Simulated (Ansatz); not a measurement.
## C: geometry relaxation (part 2 of 3)

Continued. System: C (slab, 12 atoms in the cell). Method: DFT PBEsol, scalar-relativistic, plane waves, PAW, no spin polarisation (Ansatz 0.2.0); cutoff 420 eV, 11×8×1 k-mesh, Gaussian smearing of 0.05 eV. The structure derives from an entry of the Crystallography Open Database. The input holds or restrains some coordinates. Forces given for the steps count only the free coordinates. It belongs to a series of runs on one base structure; here: clean slab, lower half held.

Geometry of the input (Å; fractional positions):
```
2.5129  0.0000  0.0000
0.0000  3.5538  0.0000
0.0000  0.0000  23.2823
C  0.5000  0.0000  0.3651
C  0.0000  0.2500  0.3651
C  0.0000  0.5000  0.4191
C  0.5000  0.7500  0.4191
C  0.5000  0.0000  0.4730
C  0.0000  0.2500  0.4730
C  0.0000  0.5000  0.5270
C  0.5000  0.7500  0.5270
C  0.5000  0.0000  0.5809
C  0.0000  0.2500  0.5809
C  0.0000  0.5000  0.6349
C  0.5000  0.7500  0.6349
```

### What the program printed, continued
```
SCF iter   1: F=—  HF=-2953.024185 eV  |F-HF|=—  |Δ(HF+E_count)|=         —  Δρ=1.53e-2  dr2=4.18e-1  ethr=9.22e-4  p=0.040 e·Å  D=3.51e-2 V/Å  ΔV_dip=-0.82 eV  dr2_dipole=2.87e-2  V_vac-E_F(+/−)=5.26/6.07 eV  ⟨swp⟩=2.3  Hψ=4944  notcnv=0  defer=184
efield: sawtooth ramp at fractional position 0.9800 (handed on by an earlier solve), width 0.0400; the density the first Hamiltonian is built on has a dipole p = 0.040 e·Å; the dipole correction subtracts the counter field D = 3.51e-2 V/Å, which shifts the + side's vacuum level by -0.82 eV against the − side's; the planar-averaged density in the ramp window peaks in size at 6.8e-7 e/Å³
preconditioner: auto → LDOS  [metal: Δε(μ)=0.037 eV  Ē_g=15.490 eV  σ=0.050 eV  W_gap=0.35  n_scr=32 (ndim 8)  ℏωp=17.8 eV  f_vac=0.600  D(μ)=2.28/eV (n_scr^D=10)  β→1.0]
SCF iter   2: F=—  HF=-2952.981301 eV  |F-HF|=—  |Δ(HF+E_count)|=   4.29e-2  Δρ=7.54e-3  dr2=2.47e-1  ethr=8.72e-4  p=0.040 e·Å  D=3.44e-2 V/Å  ΔV_dip=-0.80 eV  dr2_dipole=6.63e-3  V_vac-E_F(+/−)=5.29/6.10 eV  ⟨swp⟩=3.8  Hψ=2163  notcnv=0  defer=184
SCF iter   3: F=—  HF=-2952.914464 eV  |F-HF|=—  |Δ(HF+E_count)|=   6.68e-2  Δρ=1.11e-3  dr2=4.89e-3  ethr=5.15e-4  p=0.035 e·Å  D=3.06e-2 V/Å  ΔV_dip=-0.71 eV  dr2_dipole=1.05e-3  V_vac-E_F(+/−)=5.39/6.10 eV  ⟨swp⟩=3.0  Hψ=1857  notcnv=0  defer=190
SCF iter   4: F=—  HF=-2952.914469 eV  |F-HF|=—  |Δ(HF+E_count)|=   5.43e-6  Δρ=3.80e-4  dr2=1.14e-3  ethr=1.02e-5  p=0.034 e·Å  D=2.93e-2 V/Å  ΔV_dip=-0.68 eV  dr2_dipole=2.51e-4  V_vac-E_F(+/−)=5.43/6.11 eV  ⟨swp⟩=2.5  Hψ=2048  notcnv=0  defer=190
SCF iter   5: F=—  HF=-2952.914398 eV  |F-HF|=—  |Δ(HF+E_count)|=   7.18e-5  Δρ=1.41e-4  dr2=1.05e-4  ethr=2.37e-6  p=0.034 e·Å  D=2.93e-2 V/Å  ΔV_dip=-0.68 eV  dr2_dipole=2.81e-5  V_vac-E_F(+/−)=5.43/6.11 eV  ⟨swp⟩=2.1  Hψ=1417  notcnv=0  defer=190
SCF iter   6: F=—  HF=-2952.914422 eV  |F-HF|=—  |Δ(HF+E_count)|=   2.43e-5  Δρ=4.90e-5  dr2=5.46e-6  ethr=2.18e-7  p=0.034 e·Å  D=2.92e-2 V/Å  ΔV_dip=-0.68 eV  dr2_dipole=5.85e-7  V_vac-E_F(+/−)=5.43/6.11 eV  ⟨swp⟩=2.2  Hψ=1562  notcnv=0  defer=190
SCF iter   7: F=—  HF=-2952.914475 eV  |F-HF|=—  |Δ(HF+E_count)|=   5.30e-5  Δρ=1.28e-5  dr2=2.91e-7  ethr=1.14e-8  p=0.034 e·Å  D=2.92e-2 V/Å  ΔV_dip=-0.68 eV  dr2_dipole=1.96e-8  V_vac-E_F(+/−)=5.43/6.11 eV  ⟨swp⟩=2.2  Hψ=1734  notcnv=0  defer=190
iter 8 did not close the SCF: its close was put off until two iterations running show no level that it waits for move by more than its bar (scf_convergence_deferred on its scf_iter line)
SCF iter   8: F=-2952.914475 eV  HF=-2952.914475 eV  |F-HF|=8.76e-8  |Δ(HF+E_count)|=   2.60e-7  Δρ=3.53e-6  dr2=3.70e-8  ethr=2.08e-10  p=0.034 e·Å  D=2.92e-2 V/Å  ΔV_dip=-0.68 eV  dr2_dipole=4.96e-9  V_vac-E_F(+/−)=5.43/6.11 eV  ⟨swp⟩=23.1  Hψ=11365  notcnv=0
iter 9 did not close the SCF: its close was put off until two iterations running show no level that it waits for move by more than its bar (scf_convergence_deferred on its scf_iter line)
SCF iter   9: F=-2952.914475 eV  HF=-2952.914475 eV  |F-HF|=2.49e-8  |Δ(HF+E_count)|=   8.68e-8  Δρ=1.09e-6  dr2=4.16e-9  ethr=7.70e-11  p=0.034 e·Å  D=2.92e-2 V/Å  ΔV_dip=-0.68 eV  dr2_dipole=7.62e-10  V_vac-E_F(+/−)=5.43/6.11 eV  ⟨swp⟩=12.3  Hψ=8573  notcnv=0
SCF iter  10: F=-2952.914475 eV  HF=-2952.914475 eV  |F-HF|=1.37e-9  |Δ(HF+E_count)|=   2.70e-8  Δρ=2.82e-7  dr2=2.52e-10  ethr=8.67e-12  p=0.034 e·Å  D=2.92e-2 V/Å  ΔV_dip=-0.68 eV  dr2_dipole=2.46e-11  V_vac-E_F(+/−)=5.43/6.11 eV  ⟨swp⟩=11.2  Hψ=7769  notcnv=0
SCF 5 converged in 10 iterations: F = -2952.914475 eV  dr2 = 2.52e-10
  greatest PAW one-centre occupation: 0.665 electrons in one spin orbital (limit 2), on the C atom at site 11 (counted from 0), in its partial waves of l = 0
relax step   5: F+E_penalty+E_count = -2952.91447519 eV  Δ(F+E_penalty+E_count) = -2.202e-1 eV  max|allowed force component| = 2.790e-1 eV/Å  Δτ_max = 0.0720 Å  (10 SCF iters, accepted)
SCF iter   1: F=—  HF=-2952.925357 eV  |F-HF|=—  |Δ(HF+E_count)|=         —  Δρ=2.99e-3  dr2=2.91e-2  ethr=3.29e-4  p=0.034 e·Å  D=2.92e-2 V/Å  ΔV_dip=-0.68 eV  dr2_dipole=8.88e-3  V_vac-E_F(+/−)=5.45/6.13 eV  ⟨swp⟩=3.0  Hψ=2442  notcnv=0  defer=187
efield: sawtooth ramp at fractional position 0.9800 (handed on by an earlier solve), width 0.0400; the density the first Hamiltonian is built on has a dipole p = 0.034 e·Å; the dipole correction subtracts the counter field D = 2.92e-2 V/Å, which shifts the + side's vacuum level by -0.68 eV against the − side's; the planar-averaged density in the ramp window peaks in size at 2.4e-7 e/Å³
preconditioner: auto → LDOS  [insulator: Δε(μ)=0.128 eV  Ē_g=15.472 eV  σ=0.050 eV  W_gap=0.57  n_scr=32 (ndim 8)  ℏωp=17.8 eV  f_vac=0.597  D(μ)=2.33/eV (n_scr^D=10)  ε∞_Penn≈2.3  β→1.0]
SCF iter   2: F=—  HF=-2952.922314 eV  |F-HF|=—  |Δ(HF+E_count)|=   3.04e-3  Δρ=1.29e-3  dr2=5.22e-3  ethr=6.06e-5  p=0.029 e·Å  D=2.51e-2 V/Å  ΔV_dip=-0.58 eV  dr2_dipole=1.16e-8  V_vac-E_F(+/−)=5.53/6.11 eV  ⟨swp⟩=2.5  Hψ=2204  notcnv=0  defer=184
SCF iter   3: F=—  HF=-2952.920920 eV  |F-HF|=—  |Δ(HF+E_count)|=   1.39e-3  Δρ=2.79e-4  dr2=2.50e-4  ethr=1.09e-5  p=0.031 e·Å  D=2.71e-2 V/Å  ΔV_dip=-0.63 eV  dr2_dipole=5.95e-6  V_vac-E_F(+/−)=5.48/6.11 eV  ⟨swp⟩=2.7  Hψ=1714  notcnv=0  defer=184
SCF iter   4: F=—  HF=-2952.920941 eV  |F-HF|=—  |Δ(HF+E_count)|=   2.08e-5  Δρ=7.70e-5  dr2=3.97e-5  ethr=5.21e-7  p=0.031 e·Å  D=2.70e-2 V/Å  ΔV_dip=-0.63 eV  dr2_dipole=1.11e-5  V_vac-E_F(+/−)=5.48/6.11 eV  ⟨swp⟩=3.0  Hψ=2096  notcnv=0  defer=184
SCF iter   5: F=—  HF=-2952.920943 eV  |F-HF|=—  |Δ(HF+E_count)|=   1.76e-6  Δρ=2.73e-5  dr2=7.32e-6  ethr=8.28e-8  p=0.031 e·Å  D=2.70e-2 V/Å  ΔV_dip=-0.63 eV  dr2_dipole=2.48e-6  V_vac-E_F(+/−)=5.48/6.11 eV  ⟨swp⟩=2.4  Hψ=1417  notcnv=0  defer=184
iter 6 did not close the SCF: its close was put off until two iterations running show no level that it waits for move by more than its bar (scf_convergence_deferred on its scf_iter line)
SCF iter   6: F=-2952.920946 eV  HF=-2952.920946 eV  |F-HF|=6.89e-8  |Δ(HF+E_count)|=   2.97e-6  Δρ=1.13e-5  dr2=4.52e-7  ethr=1.01e-8  p=0.031 e·Å  D=2.70e-2 V/Å  ΔV_dip=-0.63 eV  dr2_dipole=1.46e-7  V_vac-E_F(+/−)=5.48/6.11 eV  ⟨swp⟩=22.1  Hψ=11865  notcnv=0
iter 7 did not close the SCF: its close was put off until two iterations running show no level that it waits for move by more than its bar (scf_convergence_deferred on its scf_iter line)
SCF iter   7: F=-2952.920946 eV  HF=-2952.920946 eV  |F-HF|=5.59e-8  |Δ(HF+E_count)|=   4.87e-7  Δρ=3.37e-6  dr2=2.76e-8  ethr=9.41e-10  p=0.031 e·Å  D=2.70e-2 V/Å  ΔV_dip=-0.63 eV  dr2_dipole=6.73e-9  V_vac-E_F(+/−)=5.48/6.11 eV  ⟨swp⟩=14.7  Hψ=9561  notcnv=0
SCF iter   8: F=-2952.920946 eV  HF=-2952.920946 eV  |F-HF|=5.56e-9  |Δ(HF+E_count)|=   7.50e-8  Δρ=5.52e-7  dr2=1.03e-9  ethr=5.75e-11  p=0.031 e·Å  D=2.70e-2 V/Å  ΔV_dip=-0.63 eV  dr2_dipole=1.87e-10  V_vac-E_F(+/−)=5.48/6.11 eV  ⟨swp⟩=12.6  Hψ=8632  notcnv=0
SCF 6 converged in 8 iterations: F = -2952.920946 eV  dr2 = 1.03e-9
  greatest PAW one-centre occupation: 0.664 electrons in one spin orbital (limit 2), on the C atom at site 11 (counted from 0), in its partial waves of l = 0
relax step   6: F+E_penalty+E_count = -2952.92094641 eV  Δ(F+E_penalty+E_count) = -6.471e-3 eV  max|allowed force component| = 1.114e-1 eV/Å  Δτ_max = 0.0249 Å  (8 SCF iters, dr2 threshold 4.86e-6 eV, accepted)
SCF iter   1: F=—  HF=-2952.921302 eV  |F-HF|=—  |Δ(HF+E_count)|=         —  Δρ=4.09e-4  dr2=7.35e-4  ethr=1.24e-5  p=0.031 e·Å  D=2.70e-2 V/Å  ΔV_dip=-0.63 eV  dr2_dipole=2.55e-4  V_vac-E_F(+/−)=5.48/6.11 eV  ⟨swp⟩=2.3  Hψ=2221  notcnv=0  defer=99
efield: sawtooth ramp at fractional position 0.9800 (handed on by an earlier solve), width 0.0400; the density the first Hamiltonian is built on has a dipole p = 0.031 e·Å; the dipole correction subtracts the counter field D = 2.70e-2 V/Å, which shifts the + side's vacuum level by -0.63 eV against the − side's; the planar-averaged density in the ramp window peaks in size at 2.0e-7 e/Å³
preconditioner: auto → LDOS  [insulator: Δε(μ)=0.117 eV  Ē_g=15.480 eV  σ=0.050 eV  W_gap=0.63  n_scr=32 (ndim 8)  ℏωp=17.8 eV  f_vac=0.597  D(μ)=2.40/eV (n_scr^D=10)  ε∞_Penn≈2.3  β→1.0]
SCF iter   2: F=—  HF=-2952.921231 eV  |F-HF|=—  |Δ(HF+E_count)|=   7.14e-5  Δρ=1.44e-4  dr2=6.72e-5  ethr=1.53e-6  p=0.031 e·Å  D=2.74e-2 V/Å  ΔV_dip=-0.64 eV  dr2_dipole=1.89e-6  V_vac-E_F(+/−)=5.47/6.11 eV  ⟨swp⟩=2.2  Hψ=1907  notcnv=0  defer=150
SCF iter   3: F=—  HF=-2952.921278 eV  |F-HF|=—  |Δ(HF+E_count)|=   4.76e-5  Δρ=5.78e-5  dr2=1.08e-5  ethr=1.40e-7  p=0.031 e·Å  D=2.72e-2 V/Å  ΔV_dip=-0.63 eV  dr2_dipole=2.74e-7  V_vac-E_F(+/−)=5.48/6.11 eV  ⟨swp⟩=3.0  Hψ=1861  notcnv=0  defer=150
SCF iter   4: F=—  HF=-2952.921278 eV  |F-HF|=—  |Δ(HF+E_count)|=   4.23e-7  Δρ=1.76e-5  dr2=1.57e-6  ethr=2.25e-8  p=0.031 e·Å  D=2.72e-2 V/Å  ΔV_dip=-0.63 eV  dr2_dipole=5.00e-7  V_vac-E_F(+/−)=5.48/6.11 eV  ⟨swp⟩=2.1  Hψ=1475  notcnv=0  defer=150
SCF iter   5: F=—  HF=-2952.921278 eV  |F-HF|=—  |Δ(HF+E_count)|=   4.01e-7  Δρ=5.76e-6  dr2=3.32e-7  ethr=3.28e-9  p=0.031 e·Å  D=2.72e-2 V/Å  ΔV_dip=-0.63 eV  dr2_dipole=1.27e-7  V_vac-E_F(+/−)=5.48/6.11 eV  ⟨swp⟩=2.4  Hψ=1485  notcnv=0  defer=149
iter 6 did not close the SCF: its close was put off until two iterations running show no level that it waits for move by more than its bar (scf_convergence_deferred on its scf_iter line)
SCF iter   6: F=-2952.921278 eV  HF=-2952.921278 eV  |F-HF|=1.62e-8  |Δ(HF+E_count)|=   2.04e-7  Δρ=1.64e-6  dr2=1.17e-8  ethr=2.08e-10  p=0.031 e·Å  D=2.72e-2 V/Å  ΔV_dip=-0.63 eV  dr2_dipole=3.89e-9  V_vac-E_F(+/−)=5.48/6.11 eV  ⟨swp⟩=17.8  Hψ=9997  notcnv=0
iter 7 did not close the SCF: its close was put off until two iterations running show no level that it waits for move by more than its bar (scf_convergence_deferred on its scf_iter line)
SCF iter   7: F=-2952.921278 eV  HF=-2952.921278 eV  |F-HF|=3.85e-9  |Δ(HF+E_count)|=   2.54e-8  Δρ=4.62e-7  dr2=2.60e-10  ethr=2.44e-11  p=0.031 e·Å  D=2.72e-2 V/Å  ΔV_dip=-0.63 eV  dr2_dipole=2.85e-11  V_vac-E_F(+/−)=5.48/6.11 eV  ⟨swp⟩=11.4  Hψ=8030  notcnv=0
SCF iter   8: F=-2952.921278 eV  HF=-2952.921278 eV  |F-HF|=3.72e-10  |Δ(HF+E_count)|=   3.55e-9  Δρ=9.75e-8  dr2=1.28e-11  ethr=1.00e-12  p=0.031 e·Å  D=2.72e-2 V/Å  ΔV_dip=-0.63 eV  dr2_dipole=1.26e-13  V_vac-E_F(+/−)=5.48/6.11 eV  ⟨swp⟩=8.0  Hψ=6844  notcnv=0
SCF 7 converged in 8 iterations: F = -2952.921278 eV  dr2 = 1.28e-11
relax step   7: F+E_penalty+E_count = -2952.92127836 eV  Δ(F+E_penalty+E_count) = -3.319e-4 eV  max|allowed force component| = 1.090e-2 eV/Å  Δτ_max = 0.0031 Å  (8 SCF iters, accepted)
```

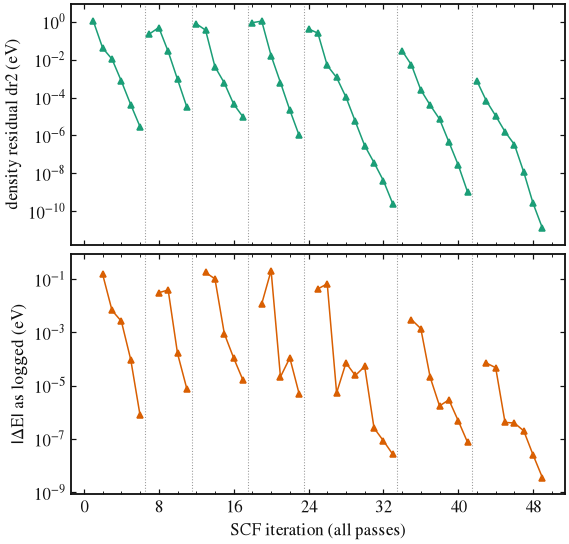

Convergence of the self-consistent field: density residual dr2 and size of the energy change against the SCF iteration. The dotted lines part the SCF passes of the relaxation: geometry steps, rejected trials and re-solves on a re-selected basis. The 7 passes take 5 to 10 iterations each, 49 in all.

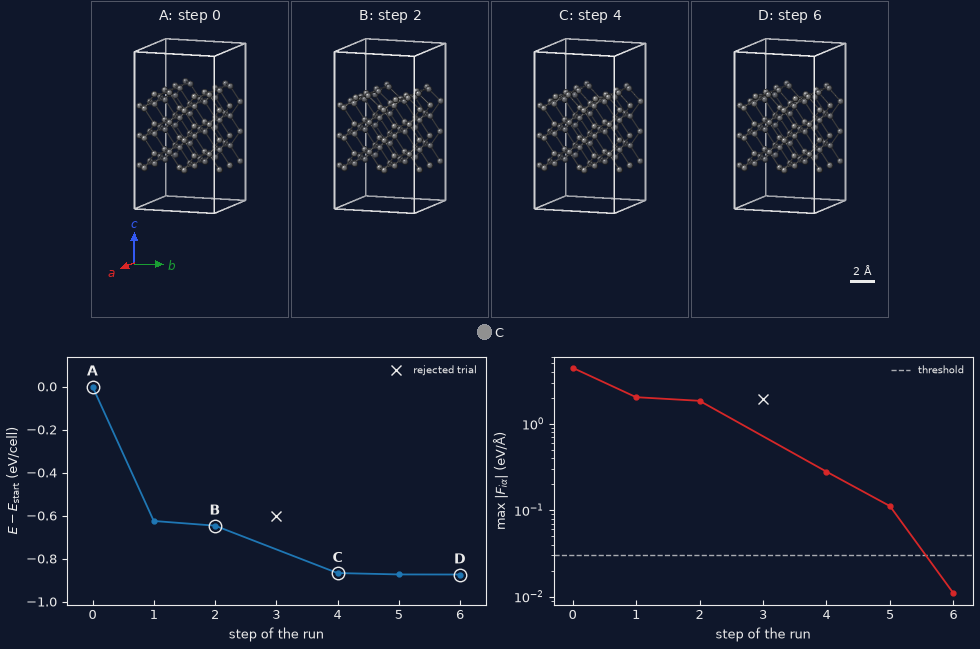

Frames of the restrained relaxation (ball-and-stick view of the 3 × 2 repeat of the cell, with the vacuum cut short, seen slightly off an axis) above the curves, on which the letters mark them (the first geometry is step 0 here and step 1 in the log).

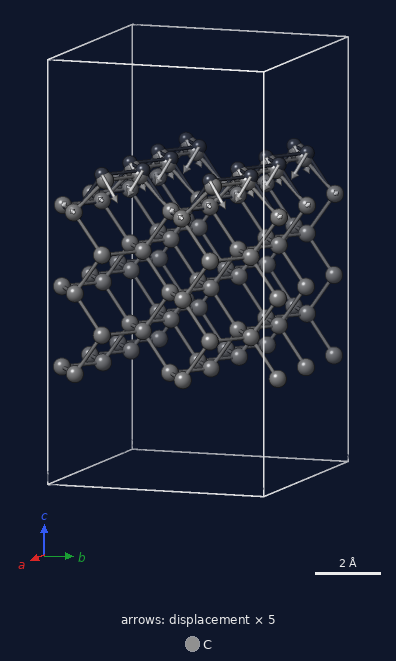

Start (faint) and end (solid) with the displacements as white arrows, magnified 5 times (ball-and-stick view of the 3 × 2 repeat of the cell, with the vacuum cut short, seen slightly off an axis). The largest moves, 0.20 Å, are those of C11 and C12. The lattice vectors keep their values. Among the contacts that change: C11–C12 1.539 → 1.428 Å, C10–C11 1.539 → 1.473 Å, C7–C10 1.539 → 1.588 Å, C9–C10 1.539 → 1.500 Å. Among the angles that change: C11–C12–C11 109.5° → 123.3°, C7–C10–C11 109.5° → 100.0°, C9–C10–C9 109.5° → 113.8°. The energy falls by 0.873 eV per cell of the calculation in 6 geometry steps. Largest force component: 4.4 eV/Å at the start, 0.011 eV/Å at the end. The line search rejected the trial step at point 3 (counted from 0) and went back. (Atoms are counted from 1 in the order of the input.)

```
WARN: The output density's exchange-correlation potential varies sharply where the density is thin. Do not read a vacuum level from v_tot or v_xc, or from such a field of the output density. On a cell that repeats whose density bears no net charge and no dipole along the vacuum's axis use v_es (v_loc + v_h of the components); under efield.dipole_correction with no amplitude use v_es + v_field, which holds any external_charges[].barrier, or the levels of the report's work_function block, which leave it out; under a non-zero efield.amplitude the vacuum is tilted and has no level; on a cell that repeats and bears such a dipole with no correction it is tilted too, and efield.dipole_correction with no amplitude gives each side of its ramp a level where efield: is served; in a cell that repeats whose density bears a net charge (total_charge, or a fill off its count) it is curved and has none; of a slab under crystal.periodic whose density bears no net charge use v_es, which has a level on each side, short of where the two are joined; of another it falls or rises all the way out and has none; of a slab beside external_charges read slab_vacuum_level instead, which it has where they leave it neutral. The grid or the basis barely resolves most such structure, and the values can differ between equally converged runs; as a rule a tighter scf.convergence.dr2_threshold does not remove it. Where the density itself ripples (under the LDA too) a higher basis.ecutwfc lessens it. The files hold the spikes' plane waves up to the density's cutoff. Files: v_tot_of_output_density and the like, and their columns of v_z.tsv (output.write_potential); v_xc_of_output_density and the like, and their columns of v_comp_z.tsv (output.write_potential_components). Measured: with its Gaussian average of σ = 0.25 Å subtracted twice, the exchange-correlation potential is over 0.1 eV at 118 of the grid points where the equally averaged density (valence and model cores) is under 1e-3 e/Å³, and 0.246 eV at the most among them, at an averaged density of 2.6e-7 e/Å³. The input density's (outcome.potential() and, of a run that writes arrays, v_tot and v_xc) is over 0.1 eV, so measured, at 10 points of its own thin density, 0.157 eV at the most. See output.write_potential in the manual, Limitations
SCF converged after 8 iterations
Free energy (F): -2952.921278 eV
Harris-Foulkes:  -2952.921278 eV  (|F-HF|=3.72e-10)
Internal energy: -2952.918281 eV  (E = F + TS)
E sigma→0 (E₀):  -2952.919780 eV
```
